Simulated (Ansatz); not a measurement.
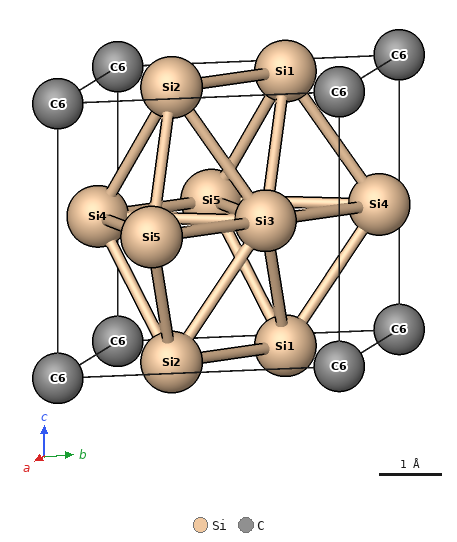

Fig. 1: The input geometry of the first run (ball-and-stick view of the cell of the calculation, seen slightly off an axis; atoms are numbered from 1 in the order of the input). An atom can appear more than once, as a periodic image.

## Si₅C: a changed input and its effect

System: Si₅C (P-62m, 6 atoms in the cell).
Method of the first run: DFT PBE, scalar-relativistic, plane waves, PAW, spin-polarised (Ansatz 0.2.0).

The structure was made by a generator, so it may or may not be a known phase. Text and figures count atoms from 1; the logs count them from 0 in places.

Input file, the first run:
```yaml
crystal:
  lattice:
    - [4.78816763, 0.0, 0.0]
    - [-2.39408381, 4.1466748, 0.0]
    - [0.0, 0.0, 4.47214259]
  atoms:
    - { symbol: Si, position: [0.33333333, 0.66666667, 0.0] }
    - { symbol: Si, position: [0.66666667, 0.33333333, 0.0] }
    - { symbol: Si, position: [0.66666667, 0.66666667, 0.5] }
    - { symbol: Si, position: [0.33333333, 0.0, 0.5] }
    - { symbol: Si, position: [0.0, 0.33333333, 0.5] }
    - { symbol: C, position: [0.0, 0.0, 0.0], spin: 1.0 }
basis:
  ecutwfc: 420
kpoints:
  mp_grid: { grid: [6, 6, 4] }
hamiltonian:
  xc: pbe
scf:
  occupations: { method: gaussian, width: 0.1 }
  lower_state_search: "off"
output:
  forces: true
  stress: true
  eigenvalues: true
  populations: true
magnetization:
  spin_polarized: true
```

Command:
```bash
ansatz run input.yaml --threads 1 --pin off --max-ram 2560MiB --backend cpu --events-out ev --progress --plain --runs-dir out
```

Hardware: 1 thread of Intel Xeon @ 2.50GHz (Skylake/Cascade Lake), 189 GiB of memory available, shared host.

Output, shortened to warnings, some set-up lines, iterations and results (the first run):
```
WARN: the starting moments were not kept: the SCF closed with an absolute magnetisation of 2.7e-5 μB, where they sum to 1 μB in size (1 site). That is at most 0.1 of that sum. Measured as dr2_m measures the in/out step, that magnetisation stands 8.9e-11 eV from none, at or under the dr2_threshold of 1.0e-7 eV: it is no larger than a step whose dr2_m would equal this threshold. The system may hold …
Basis set: ecut = 420 eV, 1707 PW (Γ), exchange–correlation on 72×72×60 points (8 copies of the dense FFT grid, shifted against one another)
Symmetry: 12 space group operations
k-points: 21 of 144 (time reversal used)
Initial density: superposition of atomic densities (chi_scale 0.1, normalization cell, long waves kept (reshape's long-wave potential 0.03 eV rms))
[...]
SCF iter   1: F=—  HF=-3422.981635 eV  |F-HF|=—  |Δ(HF+E_count)|=         —  Δρ=1.70e-2 (↑1.70e-2 ↓1.11e-2)  dr2=5.65e-1  dr2_m=6.63e-2  M=0.540 μB ∫|m|=0.578 μB  β_m=0.30  …
SCF iter   2: F=—  HF=-3422.951296 eV  |F-HF|=—  |Δ(HF+E_count)|=   3.03e-2  Δρ=1.16e-2 (↑1.16e-2 ↓9.60e-3)  dr2=2.55e-1  dr2_m=3.99e-2  M=0.534 μB ∫|m|=0.561 μB  β_m=0.30  …
SCF iter   3: F=—  HF=-3422.917116 eV  |F-HF|=—  |Δ(HF+E_count)|=   3.42e-2  Δρ=7.26e-3 (↑5.76e-3 ↓7.26e-3)  dr2=4.76e-2  dr2_m=2.51e-2  M=0.520 μB ∫|m|=0.539 μB  β_m=0.30  …
SCF iter   4: F=—  HF=-3422.918860 eV  |F-HF|=—  |Δ(HF+E_count)|=   1.74e-3  Δρ=5.20e-3 (↑5.20e-3 ↓4.69e-3)  dr2=1.34e-3  dr2_m=1.97e-2  M=0.487 μB ∫|m|=0.500 μB  β_m=0.30  …
SCF iter   5: F=—  HF=-3422.928779 eV  |F-HF|=—  |Δ(HF+E_count)|=   9.92e-3  Δρ=4.29e-3 (↑4.29e-3 ↓4.18e-3)  dr2=6.25e-4  dr2_m=1.45e-2  M=0.462 μB ∫|m|=0.471 μB  β_m=0.30  …
[... 9 lines ...]
SCF iter  15: F=—  HF=-3422.961006 eV  |F-HF|=—  |Δ(HF+E_count)|=   6.48e-6  Δρ=1.32e-5 (↑1.18e-5 ↓1.32e-5)  dr2=2.84e-8  dr2_m=1.22e-7  M=-0.001 μB ∫|m|=0.001 μB  β_m=0.97  …
SCF iter  16: F=-3422.961007 eV  HF=-3422.961007 eV  |F-HF|=1.38e-8  |Δ(HF+E_count)|=   2.97e-7  Δρ=4.29e-6 (↑4.29e-6 ↓4.12e-6)  dr2=6.14e-9  dr2_m=1.39e-8  M=-0.001 μB …
SCF iter  17: F=-3422.961007 eV  HF=-3422.961007 eV  |F-HF|=8.27e-10  |Δ(HF+E_count)|=   4.56e-8  Δρ=1.01e-6 (↑9.43e-7 ↓1.01e-6)  dr2=1.21e-10  dr2_m=7.55e-10  M=-0.000 μB …
SCF iter  18: F=-3422.961007 eV  HF=-3422.961007 eV  |F-HF|=6.37e-12  |Δ(HF+E_count)|=   2.88e-9  Δρ=1.85e-7 (↑1.25e-7 ↓1.85e-7)  dr2=3.84e-11  dr2_m=1.60e-11  M=-0.000 μB …
SCF 1 converged in 18 iterations: F = -3422.961007 eV  dr2 = 3.84e-11
SCF converged after 18 iterations
Magnetization: -0.0000 μB (12.0000 up, 12.0000 down)
Absolute magnetization: 0.0000 μB (∫|ρ↑−ρ↓|, with the PAW one-centre terms)
Spin contamination: 0.0000 ħ² per cell (⟨S²⟩ above its minimum at these occupations)
Per-site moments (μB) at R_I (Å): [(-2.208131579495282e-6, 1.1332426263173205), (-2.20813157950631e-6, 1.1332426263173205), (-1.6294079759798043e-6, 1.133242620579956), (-1.629407975986299e-6, 1.133242620579956), (-1.6294079759899994e-6, 1.133242620579956), (-1.1997987626628238e-5, …
Free energy (F): -3422.961007 eV
Harris-Foulkes:  -3422.961007 eV  (|F-HF|=6.37e-12)
Internal energy: -3422.934518 eV  (E = F + TS)
E sigma→0 (E₀):  -3422.947762 eV
Entropy (-TS):   -0.026489 eV (-4.415 meV/atom)
Fermi energy:    9.064350 eV
--- Per-component energies (eV) ---
  E_band       = 87.319444
  E_kinetic    = 270.595100
  E_local      = -77.156775  (includes V_loc(G=0)·N_el)
  E_nonlocal   = 153.662548
  E_hartree    = 21.099494
  E_xc         = -320.944895
  E_vxc        = -289.079245  (∫ρ·V_xc dr)
  E_paw        = -2657.115478  (= ΣΔE_a)
  E_vpaw       = -12.901236  (= ΣTr[D̂ρ^β])
  E_aug_tail   = 0.000040  (compensation charges beyond the density's cutoff)
  E_ewald      = -813.074552
  E_smearing   = -0.026489  (= −TS)
  E_closure    = -0.000000  (closes the sum)
  Σ components = -3422.961007   (vs F -3422.961007, Δ=0.00e0)
--- Forces (eV/Å), atoms counted from 1 ---
  atom   1  Si     0.00000000    -0.00000000    -0.00000000
  atom   2  Si    -0.00000000    -0.00000000    -0.00000000
  atom   3  Si     0.22026863     0.38151647     0.00000000
  atom   4  Si    -0.44053727     0.00000000     0.00000000
  atom   5  Si     0.22026863    -0.38151647     0.00000000
  atom   6  C      0.00000000    -0.00000000     0.00000000
  max |Σ_I F_I| component: 1.20e-16 eV/Å
--- Stress (GPa, compression-positive) ---
      -11.699946      -0.000000       0.000000
        0.000000     -11.699946      -0.000000
        0.000000      -0.000000      -8.781494
  P = ⅓ Tr σ = -10.7271 GPa (-107.271 kbar)
--- Löwdin populations: 6 sites ---
  site symbol       q [e]    m [muB]
     0     Si      3.8147    -0.0000
     1     Si      3.8147    -0.0000
     2     Si      3.7981    -0.0000
     3     Si      3.7981    -0.0000
     4     Si      3.7981    -0.0000
     5      C      4.5291    -0.0000
  spilling = 0.018639 (of n_electrons = 24.000000)
```

For the second run the input was changed thus:
```diff
-    - { symbol: C, position: [0.0, 0.0, 0.0], spin: 1.0 }
+    - { symbol: C, position: [0.0, 0.0, 0.0] }
-  populations: true
-magnetization:
-  spin_polarized: true
```

What does this change do to the results?

The energy is the same within 0.01 meV per atom. The SCF takes 6 iterations against 18. On the same kind of shared host the second run took about 0.21 times as long. The two runs start from different initial densities, which also moves the count.

Output, shortened to warnings, some set-up lines, iterations and results (the second run):
```
Basis set: ecut = 420 eV, 1707 PW (Γ), exchange–correlation on 72×72×60 points (8 copies of the dense FFT grid, shifted against one another)
Symmetry: 12 space group operations
k-points: 21 of 144 (time reversal used)
Initial density: superposition of atomic densities (neutral atoms: chi_scale 0, normalization atom), corrected by the library's trained network
[...]
SCF iter   1: F=—  HF=-3422.960313 eV  |F-HF|=—  |Δ(HF+E_count)|=         —  Δρ=2.89e-3  dr2=7.26e-3  ethr=1.77e-3  ⟨swp⟩=6.0  Hψ=2114  notcnv=0
SCF iter   2: F=—  HF=-3422.960806 eV  |F-HF|=—  |Δ(HF+E_count)|=   4.93e-4  Δρ=1.71e-3  dr2=2.38e-3  ethr=3.03e-5  ⟨swp⟩=1.5  Hψ=595  notcnv=0
SCF iter   3: F=—  HF=-3422.960951 eV  |F-HF|=—  |Δ(HF+E_count)|=   1.44e-4  Δρ=1.56e-4  dr2=2.02e-5  ethr=9.91e-6  ⟨swp⟩=2.7  Hψ=604  notcnv=0
SCF iter   4: F=—  HF=-3422.961006 eV  |F-HF|=—  |Δ(HF+E_count)|=   5.55e-5  Δρ=4.65e-5  dr2=1.48e-6  ethr=8.41e-8  ⟨swp⟩=1.6  Hψ=476  notcnv=0
SCF iter   5: F=-3422.961007 eV  HF=-3422.961007 eV  |F-HF|=8.20e-9  |Δ(HF+E_count)|=   4.37e-7  Δρ=6.35e-6  dr2=3.43e-8  ethr=6.16e-9  ⟨swp⟩=2.0  Hψ=605  notcnv=0
SCF iter   6: F=-3422.961007 eV  HF=-3422.961007 eV  |F-HF|=3.59e-11  |Δ(HF+E_count)|=   1.31e-9  Δρ=6.44e-7  dr2=2.93e-10  ethr=1.43e-10  ⟨swp⟩=4.4  Hψ=1561  notcnv=0
SCF 1 converged in 6 iterations: F = -3422.961007 eV  dr2 = 2.93e-10
SCF converged after 6 iterations
Free energy (F): -3422.961007 eV
Harris-Foulkes:  -3422.961007 eV  (|F-HF|=3.59e-11)
Internal energy: -3422.934518 eV  (E = F + TS)
E sigma→0 (E₀):  -3422.947762 eV
Entropy (-TS):   -0.026489 eV (-4.415 meV/atom)
Fermi energy:    9.064350 eV
--- Per-component energies (eV) ---
  E_band       = 87.319433
  E_kinetic    = 270.595077
  E_local      = -77.156753  (includes V_loc(G=0)·N_el)
  E_nonlocal   = 153.662592
  E_hartree    = 21.099457
  E_xc         = -320.944898
  E_vxc        = -289.079246  (∫ρ·V_xc dr)
  E_paw        = -2657.115481  (= ΣΔE_a)
  E_vpaw       = -12.901234  (= ΣTr[D̂ρ^β])
  E_aug_tail   = 0.000040  (compensation charges beyond the density's cutoff)
  E_ewald      = -813.074552
  E_smearing   = -0.026489  (= −TS)
  E_closure    = 0.000000  (closes the sum)
  Σ components = -3422.961007   (vs F -3422.961007, Δ=0.00e0)
--- Forces (eV/Å), atoms counted from 1 ---
  atom   1  Si     0.00000000    -0.00000000    -0.00000000
  atom   2  Si    -0.00000000    -0.00000000    -0.00000000
  atom   3  Si     0.22026861     0.38151642     0.00000000
  atom   4  Si    -0.44053722     0.00000000     0.00000000
  atom   5  Si     0.22026861    -0.38151642     0.00000000
  atom   6  C      0.00000000    -0.00000000     0.00000000
  max |Σ_I F_I| component: 1.83e-16 eV/Å
--- Stress (GPa, compression-positive) ---
      -11.699937      -0.000000       0.000000
       -0.000000     -11.699937      -0.000000
        0.000000      -0.000000      -8.781501
  P = ⅓ Tr σ = -10.7271 GPa (-107.271 kbar)
```

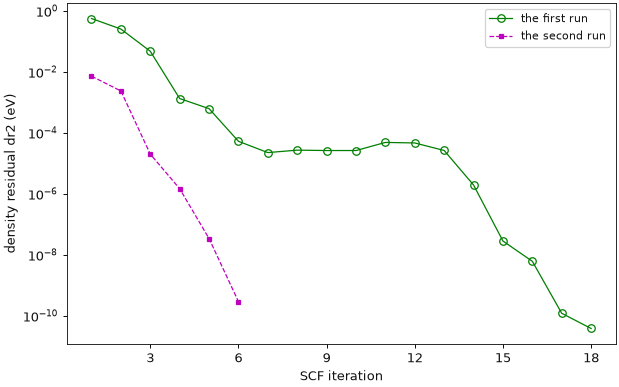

Fig. 2: Convergence of the two runs: density residual dr2 against the SCF iteration. The first run takes 18 iterations in all, and the second run takes 6.

The two runs side by side:

```csv
quantity,the first run,the second run
outcome,converged,converged
free energy per atom (eV),−570.4935,−570.4935
"energy per atom, smearing taken to zero (eV)",−570.4913,−570.4913
gap on the mesh (eV),0.00,0.00
net moment of the cell (μB),0.00,–
absolute moment of the cell (μB),0.00,–
pressure (GPa),−10.73,−10.73
largest force (eV/Å),0.441,0.441
SCF iterations,18,6
irreducible k-points,21,21
plane waves at Γ,1707,1707
wall time (shared host),29 s,6.2 s
```

For both runs: The cell is under a tension of 10.7 GPa at this level, so it is not at its equilibrium volume. For the first run: Warnings: some starting moments were not kept.
